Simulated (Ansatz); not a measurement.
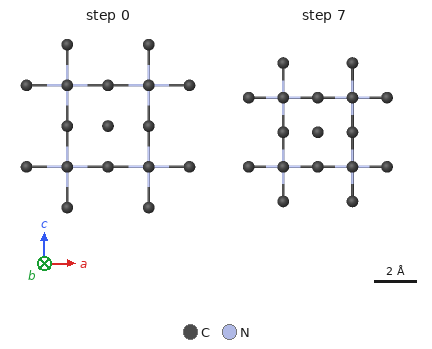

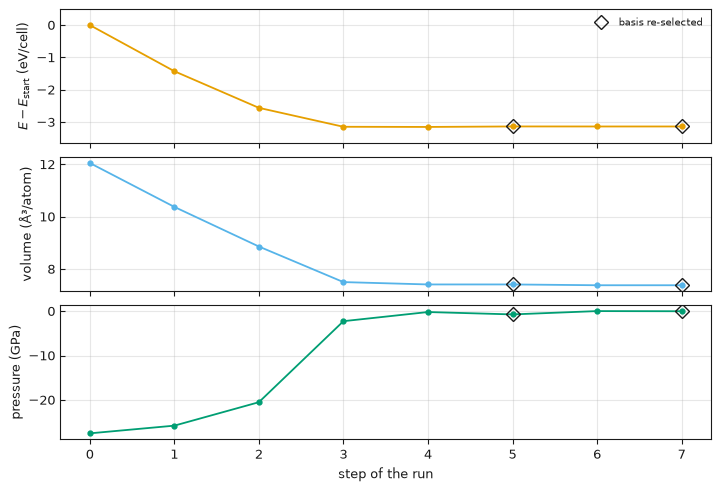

First and last geometry of a relaxation of crystalline C4N (a generated structure, set up in Pm-3m) (coarse preliminary run), with the history of the run. A ball-and-stick model of the cell of the calculation, seen along the b axis.

Computed with Ansatz 0.2.0, DFT PBE, scalar-relativistic, plane waves, PAW. Set-up: plane-wave cutoff 420 eV; k-point mesh 4 × 4 × 4; occupations gaussian; smearing width 0.1 eV; no spin polarisation; cell and atoms relaxed; force threshold 0.04 eV/Å; at most 70 steps.

Question: Did the run converge, and what did it change?

Answer: It converged. Over 5 accepted moves (7 points after the start) the energy falls by 3.137 eV per cell of the calculation. All forces vanish by symmetry, so only the cell relaxes. The pressure goes from −27.53 to −0.02 GPa. At 2 points the geometry stayed and the basis and grid were re-selected for the new cell (energy shift of 15.5 meV per cell of the calculation at most each time). The atoms keep their places relative to the cell (all moves are under 0.005 Å). The drawn cell changes as follows: a = b = c 3.920 → 3.329 Å (−15.1 %); the volume changes by −38.8 %. Near-neighbour distances that change, for instance: C–N 1.960 → 1.665 Å. The space group stays Pm-3m (No. 221). Cost: 4.5 s on 1 thread of Intel(R) Xeon(R) Platinum 8488C (Sapphire Rapids), with other jobs on the host, peak memory 0.36 GiB.

Limits of the set-up: the k-point mesh is coarse for a cell with partly filled bands.
